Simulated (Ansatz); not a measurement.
Geometry relaxation of HfO2

The run: geometry relaxation of HfO2 (P4₂/mnm, 6 atoms in the cell). Method and program: DFT PBE, scalar-relativistic, plane waves, PAW, no spin polarisation (Ansatz 0.2.0).

The structure derives from a Materials Project entry. It belongs to a series of runs on one base structure; here: volume × 0.88, shape and atoms relaxed. Figures and captions count atoms from 1; the log counts them from 0 in places.

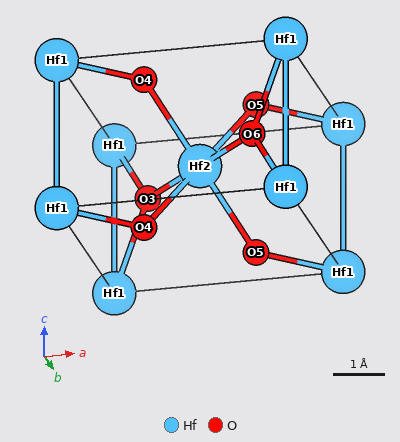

Fig. 1: The structure as given in the input (ball-and-stick view of the cell of the calculation, seen at an oblique angle; atoms are numbered from 1 in the order of the input). Near neighbours in the crystal (not all of them lie inside the picture): Hf has 2 Hf at 3.14 Å and 6 O at 2.00 to 2.03 Å; O has 3 Hf at 2.00 to 2.03 Å.

## Results in brief

| quantity | value |
| --- | --- |
| outcome | converged |
| space group (tolerance 0.01 Å) | P4₂/mnm (136) |
| electrons treated | 76 |
| free energy | −33722.3172 eV |
| Fermi energy | 16.463 eV |
| gap on the k-point mesh | 4.38 eV |
| pressure | 34.45 GPa |
| final volume | 67.86 Å³ |
| largest force (length of the vector) at the end | 0.004 eV/Å |
| final cell | a = 4.640 Å, b = 4.640 Å, c = 3.152 Å, α = 90.00°, β = 90.00°, γ = 90.00° |
| hardware | 1 thread of Intel Xeon @ 2.90GHz (Ice Lake), 176 GiB of memory available, shared host |
| wall time | 32 s |
| peak memory | 0.47 GiB |

## Notes

Spin–orbit coupling is left out, which matters for Hf. The cell is under a pressure of 34 GPa at this level, so it is not at its equilibrium volume.

## Input file
```yaml
crystal:
  lattice:
    - [4.6498982853, 0.0, 0.0]
    - [0.0, 4.6498982853, 0.0]
    - [0.0, 0.0, 3.1385947179]
  atoms:
    - { symbol: Hf, position: [0.0, 0.0, 0.0] }
    - { symbol: Hf, position: [0.5, 0.5, 0.5] }
    - { symbol: O, position: [0.1955637823, 0.8044362177, 0.5] }
    - { symbol: O, position: [0.3044362177, 0.3044362177, 0.0] }
    - { symbol: O, position: [0.6955637823, 0.6955637823, 0.0] }
    - { symbol: O, position: [0.8044362177, 0.1955637823, 0.5] }
basis:
  ecutwfc: 420
kpoints:
  mp_grid: { grid: [6, 6, 8] }
hamiltonian:
  xc: pbe
scf:
  occupations: { method: gaussian, width: 0.02 }
output:
  forces: true
  stress: true
  eigenvalues: true
relax:
  adjacent_minimum: "off"
  f_tol: 0.01
  max_steps: 30
  cell: { stress_tol: 0.1, fix: [volume] }
```

Launch command:
```bash
ansatz run input.yaml --threads 1 --pin off --max-ram 2560MiB --backend cpu --events-out ev --progress --plain --runs-dir out
```

## Output
```
Engine: ansatz 0.2.0, x86_64-unknown-linux-gnu
Pseudopotentials: kind: paw
Pseudopotential: Hf, paw, valence charge 26, recommended cutoff 420 eV (normal), Hf.paw.azcp
Pseudopotential: O, paw, valence charge 6, recommended cutoff 420 eV (normal), O.paw.azcp
Functional definition: PBE
  parameter kappa = 0.804
  parameter beta = 0.06672455060314922
  exchange = pbe_x(kappa = kappa, mu = beta*pi^2/3)
  correlation = pbe_c(beta = beta)
Crystal: 6 atoms, lattice volume = 67.861 Å³
Basis set: ecut = 420 eV, 1339 PW (Γ), exchange–correlation on 64×64×48 points (8 copies of the dense FFT grid, shifted against one another)
Bands: 46, of which v1, the nominal top of the filled ones, is band 38 counted from 1 (37 counted from 0)
Symmetry: 16 space group operations
Space group: P42/mnm (ITA 136), of the structure as read, at distance tolerance 4.1e-5 Å
k-points: 50 of 288
Non-local potential: Hf, projectors of the file, l = 0: 3, l = 1: 2, l = 2: 2, l = 3: 3
Non-local potential: O, projectors of the file, l = 0: 2, l = 1: 2, l = 2: 1
PAW form: soft (Blöchl's): semilocal exchange-correlation on the pseudo side does not see the compensation charge
PAW one-centre angular grid: Hf, 590 points (default); XC on 64 Gauss nodes
PAW one-centre angular grid: O, 110 points (default); XC on 64 Gauss nodes
Initial density: superposition of atomic densities (neutral atoms: chi_scale 0, normalization atom), corrected by the library's trained network
Initial wavefunctions: pseudopotential atomic-orbital guess
Functional: x = pbe(κ = 0.804, μ = 0.2195149727645171), c = pbe(β = 0.06672455060314922)
SCF iter   1: F=—  HF=-33722.315017 eV  |F-HF|=—  |Δ(HF+E_count)|=         —  Δρ=2.79e-3  dr2=3.71e-3  ethr=1.77e-3  ⟨swp⟩=6.2  Hψ=7488  notcnv=0  defer=1
preconditioner: auto → Resta (q_TF=auto, 2.780 Å⁻¹)  ε∞=5.3  [insulator: Δε(μ)=4.385 eV  Ē_g=18.388 eV  σ=0.020 eV  W_gap=1.00  n_scr=30 (ndim 8)  ℏωp=38.2 eV  f_vac=0.070  D(μ)=0.00/eV (n_scr^D=0)  ε∞_Penn≈5.3]
SCF iter   2: F=—  HF=-33722.314945 eV  |F-HF|=—  |Δ(HF+E_count)|=   7.20e-5  Δρ=1.50e-3  dr2=1.10e-3  ethr=4.88e-6  ⟨swp⟩=2.0  Hψ=4435  notcnv=0  defer=77
SCF iter   3: F=—  HF=-33722.314979 eV  |F-HF|=—  |Δ(HF+E_count)|=   3.44e-5  Δρ=5.42e-4  dr2=1.70e-4  ethr=1.45e-6  ⟨swp⟩=2.0  Hψ=3866  notcnv=0  defer=77
SCF iter   4: F=—  HF=-33722.314949 eV  |F-HF|=—  |Δ(HF+E_count)|=   3.06e-5  Δρ=1.90e-4  dr2=1.94e-5  ethr=2.24e-7  ⟨swp⟩=2.0  Hψ=4111  notcnv=0  defer=77
SCF iter   5: F=—  HF=-33722.314974 eV  |F-HF|=—  |Δ(HF+E_count)|=   2.58e-5  Δρ=8.86e-5  dr2=3.85e-6  ethr=2.56e-8  ⟨swp⟩=2.0  Hψ=3697  notcnv=0  defer=77
SCF iter   6: F=—  HF=-33722.314975 eV  |F-HF|=—  |Δ(HF+E_count)|=   8.73e-7  Δρ=2.84e-5  dr2=5.64e-7  ethr=5.06e-9  ⟨swp⟩=2.4  Hψ=4191  notcnv=0  defer=77
SCF iter   7: F=-33722.314976 eV  HF=-33722.314976 eV  |F-HF|=8.40e-9  |Δ(HF+E_count)|=   2.45e-7  Δρ=6.43e-6  dr2=3.47e-8  ethr=1.32e-10  ⟨swp⟩=8.9  Hψ=9777  notcnv=0
SCF 1 converged in 7 iterations: F = -33722.314976 eV  dr2 = 3.47e-8
  greatest PAW one-centre occupation: 0.999 electrons in one spin orbital (limit 2), on the Hf atom at site 1 (counted from 0), in its partial waves of l = 0
relax step   1: F+E_penalty+E_count = -33722.31497560 eV  Δ(F+E_penalty+E_count) = +0.000e0 eV  max|allowed force component| = 6.367e-2 eV/Å  Δτ_max = 0.0000 Å  P = +34.756 GPa  Ω = 67.861 Å³  fix = [volume]  reactions: volume +34.756 GPa  (7 SCF iters, dr2 threshold 1.00e-7 eV, accepted)
Basis set: ecut = 420 eV, 1323 PW (Γ), exchange–correlation on 64×64×48 points (8 copies of the dense FFT grid, shifted against one another)
Initial density: handed on by an earlier stage of this run
Initial wavefunctions: those handed on with the density
iter 1 solved again at ethr=4.26e-7 eV; its pass at ethr=3.10e-3 eV (dr2=3.24e-4 eV) is discarded
SCF iter   1: F=—  HF=-33722.317030 eV  |F-HF|=—  |Δ(HF+E_count)|=         —  Δρ=1.02e-3  dr2=4.09e-4  ethr=4.26e-7  ⟨swp⟩=3.2  Hψ=11310  notcnv=0
preconditioner: auto → Resta (q_TF=auto, 2.780 Å⁻¹)  ε∞=5.3  [insulator: Δε(μ)=4.396 eV  Ē_g=18.373 eV  σ=0.020 eV  W_gap=1.00  n_scr=30 (ndim 8)  ℏωp=38.2 eV  f_vac=0.072  D(μ)=0.00/eV (n_scr^D=0)  ε∞_Penn≈5.3]
SCF iter   2: F=—  HF=-33722.316947 eV  |F-HF|=—  |Δ(HF+E_count)|=   8.27e-5  Δρ=5.25e-4  dr2=1.16e-4  ethr=4.26e-7  ⟨swp⟩=2.2  Hψ=2904  notcnv=0
SCF iter   3: F=—  HF=-33722.316927 eV  |F-HF|=—  |Δ(HF+E_count)|=   2.06e-5  Δρ=9.42e-5  dr2=4.87e-6  ethr=1.52e-7  ⟨swp⟩=2.0  Hψ=3786  notcnv=0
SCF iter   4: F=—  HF=-33722.316927 eV  |F-HF|=—  |Δ(HF+E_count)|=   1.30e-7  Δρ=4.45e-5  dr2=9.67e-7  ethr=7.89e-10  ⟨swp⟩=7.1  Hψ=11033  notcnv=0
SCF iter   5: F=-33722.316927 eV  HF=-33722.316927 eV  |F-HF|=6.55e-8  |Δ(HF+E_count)|=   1.85e-7  Δρ=2.38e-5  dr2=2.65e-7  ethr=7.89e-10  ⟨swp⟩=5.1  Hψ=9114  notcnv=0
SCF 2 converged in 5 iterations: F = -33722.316927 eV  dr2 = 2.65e-7
relax step   2: F+E_penalty+E_count = -33722.31692706 eV  Δ(F+E_penalty+E_count) = -1.951e-3 eV  max|allowed force component| = 3.630e-2 eV/Å  Δτ_max = 0.0022 Å  P = +34.412 GPa  Ω = 67.861 Å³  energy of the carried Pulay correction = -2.592e-16 eV  fix = [volume]  reactions: volume +34.412 GPa  (5 SCF iters, dr2 threshold 6.00e-7 eV, accepted)
iter 1 solved again at ethr=2.29e-8 eV; its pass at ethr=3.10e-3 eV (dr2=1.74e-5 eV) is discarded
SCF iter   1: F=—  HF=-33722.317174 eV  |F-HF|=—  |Δ(HF+E_count)|=         —  Δρ=2.23e-4  dr2=1.40e-5  ethr=2.29e-8  ⟨swp⟩=3.0  Hψ=10849  notcnv=0
preconditioner: auto → Resta (q_TF=auto, 2.780 Å⁻¹)  ε∞=5.3  [insulator: Δε(μ)=4.376 eV  Ē_g=18.376 eV  σ=0.020 eV  W_gap=1.00  n_scr=30 (ndim 8)  ℏωp=38.2 eV  f_vac=0.072  D(μ)=0.00/eV (n_scr^D=0)  ε∞_Penn≈5.3]
SCF iter   2: F=—  HF=-33722.317196 eV  |F-HF|=—  |Δ(HF+E_count)|=   2.19e-5  Δρ=1.23e-4  dr2=4.54e-6  ethr=1.85e-8  ⟨swp⟩=1.8  Hψ=2609  notcnv=0
SCF iter   3: F=—  HF=-33722.317197 eV  |F-HF|=—  |Δ(HF+E_count)|=   1.09e-6  Δρ=3.97e-5  dr2=8.58e-7  ethr=5.97e-9  ⟨swp⟩=2.2  Hψ=3426  notcnv=0
SCF iter   4: F=-33722.317197 eV  HF=-33722.317197 eV  |F-HF|=4.05e-9  |Δ(HF+E_count)|=   7.51e-8  Δρ=7.63e-6  dr2=3.04e-8  ethr=1.08e-10  ⟨swp⟩=3.3  Hψ=10021  notcnv=0
SCF 3 converged in 4 iterations: F = -33722.317197 eV  dr2 = 3.04e-8
relax step   3: F+E_penalty+E_count = -33722.31719693 eV  Δ(F+E_penalty+E_count) = -2.699e-4 eV  max|allowed force component| = 2.375e-3 eV/Å  Δτ_max = 0.0021 Å  P = +34.447 GPa  Ω = 67.861 Å³  energy of the carried Pulay correction = -2.073e-16 eV  fix = [volume]  reactions: volume +34.447 GPa  (4 SCF iters, dr2 threshold 8.23e-8 eV, accepted)
Initial wavefunctions: pseudopotential atomic-orbital guess (no wavefunctions were taken with the density)
iter 1 solved again at ethr=7.95e-8 eV; its pass at ethr=3.10e-3 eV (dr2=6.04e-5 eV) is discarded
SCF iter   1: F=—  HF=-33722.317193 eV  |F-HF|=—  |Δ(HF+E_count)|=         —  Δρ=3.69e-5  dr2=1.29e-7  ethr=7.95e-8  ⟨swp⟩=3.5  Hψ=14073  notcnv=0
SCF iter   2: F=—  HF=-33722.317211 eV  |F-HF|=—  |Δ(HF+E_count)|=   1.86e-5  Δρ=1.93e-5  dr2=3.78e-8  ethr=1.70e-10  ⟨swp⟩=2.2  Hψ=4237  notcnv=0
SCF iter   3: F=—  HF=-33722.317211 eV  |F-HF|=—  |Δ(HF+E_count)|=   1.39e-7  Δρ=3.83e-6  dr2=6.65e-9  ethr=4.97e-11  ⟨swp⟩=2.0  Hψ=3800  notcnv=0
SCF iter   4: F=—  HF=-33722.317211 eV  |F-HF|=—  |Δ(HF+E_count)|=  8.73e-10  Δρ=9.09e-7  dr2=5.93e-10  ethr=8.74e-12  ⟨swp⟩=2.0  Hψ=3715  notcnv=0
SCF iter   5: F=-33722.317211 eV  HF=-33722.317211 eV  |F-HF|=7.28e-12  |Δ(HF+E_count)|=  2.84e-10  Δρ=4.68e-7  dr2=1.79e-10  ethr=1.00e-12  ⟨swp⟩=4.8  Hψ=8691  notcnv=0
SCF 4 converged in 5 iterations: F = -33722.317211 eV  dr2 = 1.79e-10
  greatest PAW one-centre occupation: 0.999 electrons in one spin orbital (limit 2), on the Hf atom at site 0 (counted from 0), in its partial waves of l = 0
relax step   4: F+E_penalty+E_count = -33722.31721143 eV  Δ(F+E_penalty+E_count) = -1.450e-5 eV  max|allowed force component| = 2.510e-3 eV/Å  Δτ_max = 0.0000 Å  P = +34.447 GPa  Ω = 67.861 Å³  fix = [volume]  reactions: volume +34.447 GPa  stress off target by 5.47e-2 GPa on what of the cell is left free  SCF on the basis re-selected at this cell (its energy is not comparable with the rows above)  (5 SCF iters)
```

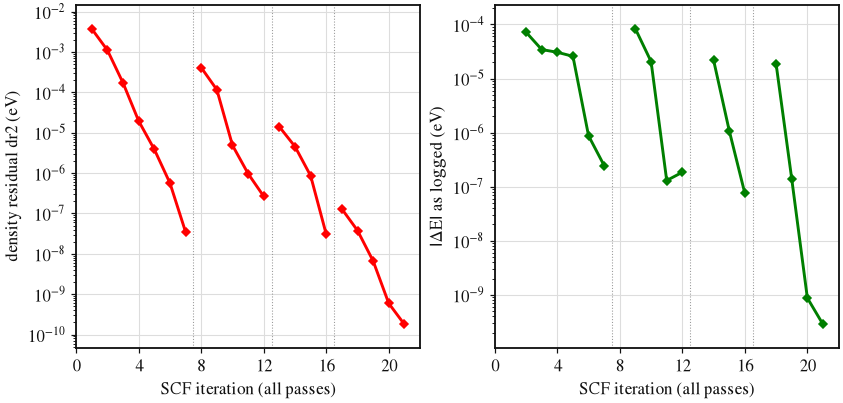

Fig. 2: Convergence of the self-consistent field: density residual dr2 and size of the energy change against the SCF iteration. The dotted lines part the SCF passes of the relaxation: geometry steps, rejected trials and re-solves on a re-selected basis. The passes take 7, 5, 4 and 5 iterations.

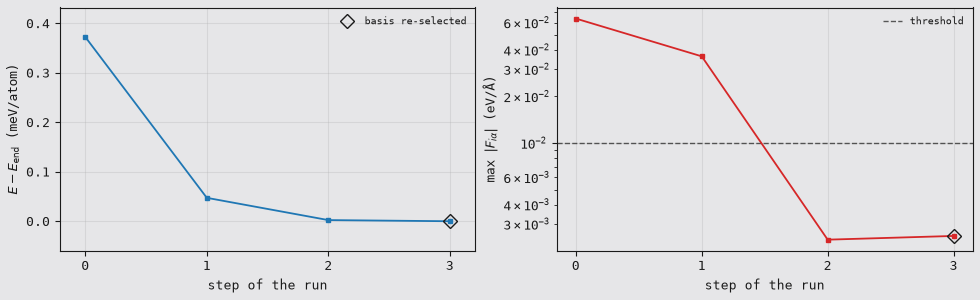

Fig. 3: Progress of the relaxation, step by step (the first geometry is step 0 here and step 1 in the log). Over 2 geometry steps the energy falls by 0.4 meV per atom. The largest force component goes from 0.064 to 0.0025 eV/Å. The pressure goes from 34.76 to 34.45 GPa. The atoms keep their places relative to the cell (all moves are under 0.005 Å). Distances before and after: Hf1–Hf1 3.139 → 3.152 Å, Hf1–O4 2.002 → 1.998 Å. The space group stays P4_2/mnm (No. 136). A last SCF at the same geometry on a re-selected plane-wave basis shifts the energy by next to nothing (0.0 meV per atom). (Atoms are counted from 1 in the order of the input.)

```
basis re-selected at this cell: Δ(F+E_penalty+E_count) = -1.450e-5 eV, ΔP = +0.000 GPa vs the last step (what re-selecting the basis moved, of the pressure what is left beyond the Pulay correction that the steps carried, after the strain that the cell walked since its last selection, with what the two solves' SCF thresholds leave and, on support functions, any second-order correction that the steps lacked; it is no measure of the basis error at this ecutwfc). This SCF's stress stands 5.47e-2 GPa from its target on what of the cell is left free (relax.cell.stress_tol is 1.00e-1 GPa) and its largest allowed force component is 2.51e-3 eV/Å (relax.f_tol is 1.00e-2 eV/Å): within both
SCF converged after 5 iterations
Free energy (F): -33722.317211 eV
Harris-Foulkes:  -33722.317211 eV  (|F-HF|=7.28e-12)
Internal energy: -33722.317211 eV  (E = F + TS)
E sigma→0 (E₀):  -33722.317211 eV
Fermi energy:    16.463091 eV
--- Per-component energies (eV) ---
  E_band       = 38.468812
  E_kinetic    = 1563.442975
  E_local      = -12406.033167  (includes V_loc(G=0)·N_el)
  E_nonlocal   = -2289.814769
  E_hartree    = 5695.802444
  E_xc         = -900.328919
  E_vxc        = -915.722415  (∫ρ·V_xc dr)
  E_paw        = -14493.290406  (= ΣΔE_a)
  E_vpaw       = 2694.980339  (= ΣTr[D̂ρ^β])
  E_aug_tail   = 0.010092  (compensation charges beyond the density's cutoff)
  E_ewald      = -10892.105461
  E_smearing   = -0.000000  (= −TS)
  E_closure    = -0.000000  (closes the sum)
  Σ components = -33722.317211   (vs F -33722.317211, Δ=0.00e0)
--- Forces (eV/Å), atoms counted from 1 ---
  atom   1  Hf     0.00000000     0.00000000     0.00000000
  atom   2  Hf     0.00000000     0.00000000     0.00000000
  atom   3  O      0.00251039    -0.00251039     0.00000000
  atom   4  O     -0.00251039    -0.00251039     0.00000000
  atom   5  O      0.00251039     0.00251039     0.00000000
  atom   6  O     -0.00251039     0.00251039     0.00000000
  max |Σ_I F_I| component: 3.47e-18 eV/Å
--- Stress (GPa, compression-positive) ---
       34.419617      -0.000000       0.000000
       -0.000000      34.419617       0.000000
        0.000000       0.000000      34.501727
  P = ⅓ Tr σ = 34.4470 GPa (344.470 kbar)
--- Band table (eV; the first three rows and the last of 50) ---
  k-point 0: bands = ["-45.5111", "-45.4930", "-14.7518", "-14.7518", "-14.3072", "-14.3072", "-14.1757", "-14.0744", "-3.7641", "-2.9078", "-1.3743", "-1.3743", "4.6506", "4.6506", "4.6595", "4.7154", "4.7230", "4.7230", "4.7374", "4.7374", "4.7597", "4.7707", "4.7914", "4.7962", "4.9068", "4.9068", "8.4549", "8.8232", "9.3801", "10.4053", "10.4053", "12.5077", "12.5077", "12.6864", "13.6853", "14.0221", "14.0221", "14.2752", "18.6510", "18.7080", "20.0219", "20.3634", "20.3634", "21.6381", "23.0737", "23.9204"]
  k-point 1: bands = ["-45.5062", "-45.4895", "-14.7163", "-14.7163", "-14.3053", "-14.3053", "-14.3017", "-14.2129", "-3.5338", "-2.7348", "-1.5151", "-1.5151", "4.6573", "4.6573", "4.6657", "4.7136", "4.7248", "4.7248", "4.7392", "4.7392", "4.7557", "4.7642", "4.7819", "4.7878", "4.8856", "4.8856", "8.7433", "9.0424", "9.5558", "10.4380", "10.4380", "12.2073", "12.6622", "12.6622", "13.1136", "13.8312", "13.8312", "14.1380", "18.9847", "19.2346", "19.9036", "20.3340", "20.3340", "21.9939", "22.8303", "24.2231"]
  k-point 2: bands = ["-45.4942", "-45.4814", "-14.6242", "-14.6242", "-14.5901", "-14.5294", "-14.3055", "-14.3055", "-2.9748", "-2.3467", "-1.8466", "-1.8466", "4.6755", "4.6755", "4.6887", "4.7074", "4.7275", "4.7275", "4.7452", "4.7452", "4.7458", "4.7494", "4.7514", "4.7899", "4.8393", "4.8393", "9.4984", "9.5654", "10.0664", "10.5591", "10.5591", "11.2252", "12.0435", "12.8877", "12.8877", "13.4313", "13.4313", "13.6713", "19.6214", "19.7703", "20.1822", "20.4835", "20.4835", "22.1870", "22.9803", "24.9570"]
  k-point 49: bands = ["-45.4735", "-45.4735", "-14.9500", "-14.9500", "-14.4619", "-14.4619", "-14.3499", "-14.3499", "-2.3693", "-2.3693", "-1.9080", "-1.9080", "4.7100", "4.7100", "4.7222", "4.7222", "4.7312", "4.7312", "4.7359", "4.7359", "4.7363", "4.7363", "4.7801", "4.7801", "4.7856", "4.7856", "9.8842", "9.8842", "10.0692", "10.0692", "11.0460", "11.0460", "12.4881", "12.4881", "13.0717", "13.0717", "13.8859", "13.8859", "19.9067", "19.9067", "20.8091", "20.8091", "21.1824", "21.1824", "24.2628", "24.2628"]
--- Relaxed structure (3 steps of the walk, 3 accepted, 1 SCFs on fresh bases) ---
  F+E_penalty+E_count = -33722.31721143 eV   max|allowed force component| = 2.510e-3 eV/Å   (the final SCF, on the basis selected at the relaxed cell)
  cell:  # Å, volume = 67.8613 Å³
    - [4.639911340366759, -5.488873629539663e-35, 0.0]
    - [-5.488873629539663e-35, 4.639911340366759, 0.0]
    - [0.0, 0.0, 3.152120280684432]
  atoms:
    - { symbol: Hf, position: [7.766016424793875e-36, -7.772228594856626e-21, 0.0] }
    - { symbol: Hf, position: [0.5, 0.5, 0.5] }
    - { symbol: O, position: [0.19553851420966822, 0.8044614857903318, 0.5] }
    - { symbol: O, position: [0.30446148579033183, 0.30446148579033183, 0.0] }
    - { symbol: O, position: [0.6955385142096683, 0.6955385142096683, 0.0] }
    - { symbol: O, position: [0.8044614857903318, 0.19553851420966822, 0.5] }
```

## Trajectory as extended XYZ (Å, eV, eV/Å), 4 frames, from step=1 to step=4
```
6
Lattice="4.6499 0.0000 0.0000 0.0000 4.6499 0.0000 0.0000 0.0000 3.1386" Properties=species:S:1:pos:R:3:forces:R:3 step=1 energy=-33722.31498 pressure_GPa=34.76
Hf    0.0000    0.0000    0.0000    0.0000   0.0000   0.0000
Hf    2.3249    2.3249    1.5693    0.0000   0.0000   0.0000
O     0.9094    3.7405    1.5693    0.0637  -0.0637   0.0000
O     1.4156    1.4156    0.0000   -0.0637  -0.0637   0.0000
O     3.2343    3.2343    0.0000    0.0637   0.0637   0.0000
O     3.7405    0.9094    1.5693   -0.0637   0.0637   0.0000
6
Lattice="4.6374 0.0000 0.0000 0.0000 4.6374 0.0000 0.0000 0.0000 3.1556" Properties=species:S:1:pos:R:3:forces:R:3 step=2 energy=-33722.31693 pressure_GPa=34.41
Hf    0.0000    0.0000    0.0000    0.0000   0.0000   0.0000
Hf    2.3187    2.3187    1.5778    0.0000   0.0000   0.0000
O     0.9053    3.7320    1.5778    0.0363  -0.0363   0.0000
O     1.4134    1.4134    0.0000   -0.0363  -0.0363   0.0000
O     3.2240    3.2240    0.0000    0.0363   0.0363   0.0000
O     3.7320    0.9053    1.5778   -0.0363   0.0363   0.0000
6
Lattice="4.6399 0.0000 0.0000 0.0000 4.6399 0.0000 0.0000 0.0000 3.1521" Properties=species:S:1:pos:R:3:forces:R:3 step=3 energy=-33722.31720 pressure_GPa=34.45
Hf    0.0000    0.0000    0.0000    0.0000   0.0000   0.0000
Hf    2.3200    2.3200    1.5761    0.0000   0.0000   0.0000
O     0.9073    3.7326    1.5761    0.0024  -0.0024   0.0000
O     1.4127    1.4127    0.0000   -0.0024  -0.0024   0.0000
O     3.2272    3.2272    0.0000    0.0024   0.0024   0.0000
O     3.7326    0.9073    1.5761   -0.0024   0.0024   0.0000
6
Lattice="4.6399 0.0000 0.0000 0.0000 4.6399 0.0000 0.0000 0.0000 3.1521" Properties=species:S:1:pos:R:3:forces:R:3 step=4 energy=-33722.31721 pressure_GPa=34.45
Hf    0.0000    0.0000    0.0000    0.0000   0.0000   0.0000
Hf    2.3200    2.3200    1.5761    0.0000   0.0000   0.0000
O     0.9073    3.7326    1.5761    0.0025  -0.0025   0.0000
O     1.4127    1.4127    0.0000   -0.0025  -0.0025   0.0000
O     3.2272    3.2272    0.0000    0.0025   0.0025   0.0000
O     3.7326    0.9073    1.5761   -0.0025   0.0025   0.0000
```

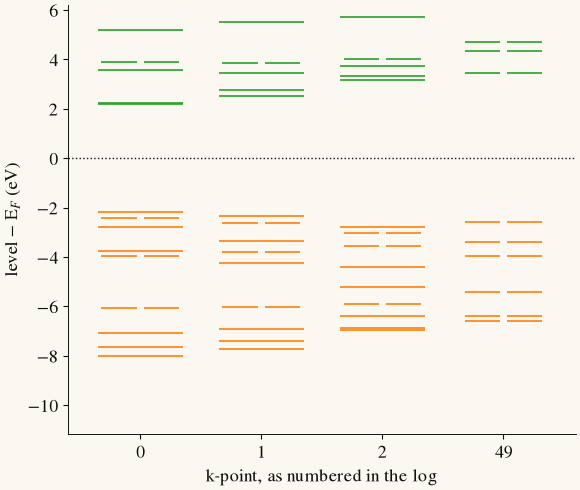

Fig. 4: Kohn–Sham levels near the Fermi level (dotted) at the few k-points that the log prints; levels within 0.02 eV of each other stand side by side. Among these points the highest filled and lowest empty levels are 4.38 eV apart, which is the gap on the mesh.
